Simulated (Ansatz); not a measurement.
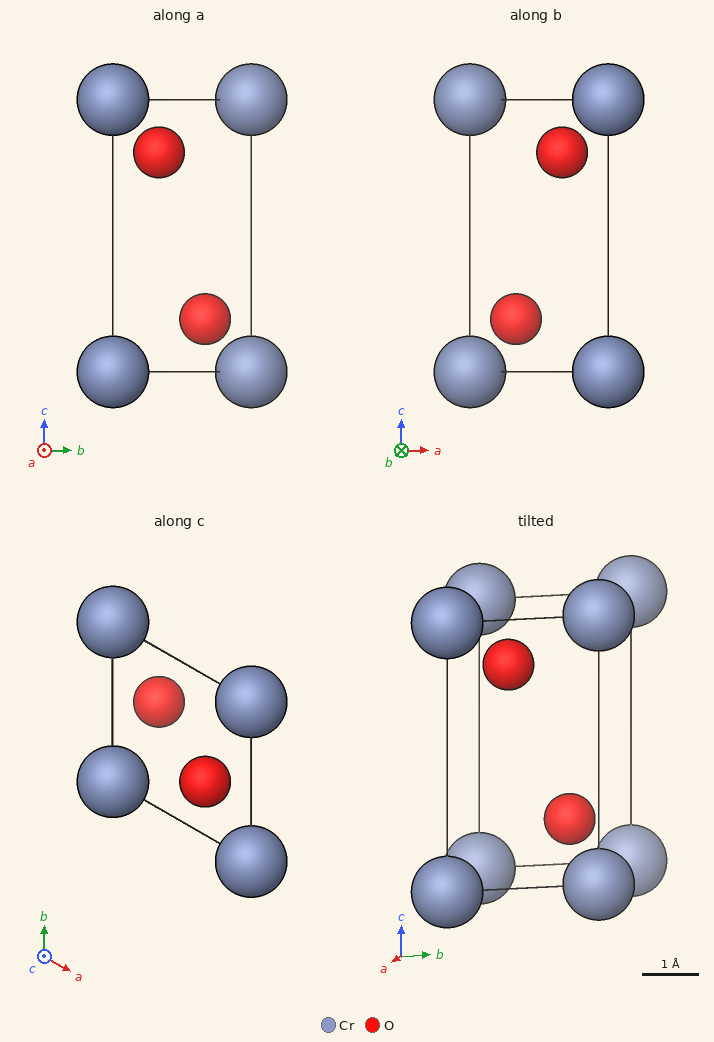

This spheres-only model is shown along the a axis, along the b axis, along the c axis and slightly off an axis. The conventional unit cell is drawn as a box.

Lattice parameters: a = 2.857 Å, b = 2.857 Å, c = 4.871 Å, α = 90.00°, β = 90.00°, γ = 120.00°. Put a along x and b in the xy plane.

### From the views, write a POSCAR file, with free fractional coordinates to two decimals.

```
Cr O
1.0
     2.857    0.000    0.000
    -1.428    2.474    0.000
     0.000    0.000    4.871
Cr O
1 2
Direct
  0.00 0.00 0.00
  0.3333 0.6667 0.19
  0.6667 0.3333 0.81
```

The cell started as a structure type filled with these elements by a generator (whether the compound takes this form wasn't checked). The structure drawn was relaxed with DFT PBEsol, scalar-relativistic, plane waves, PAW (Ansatz).
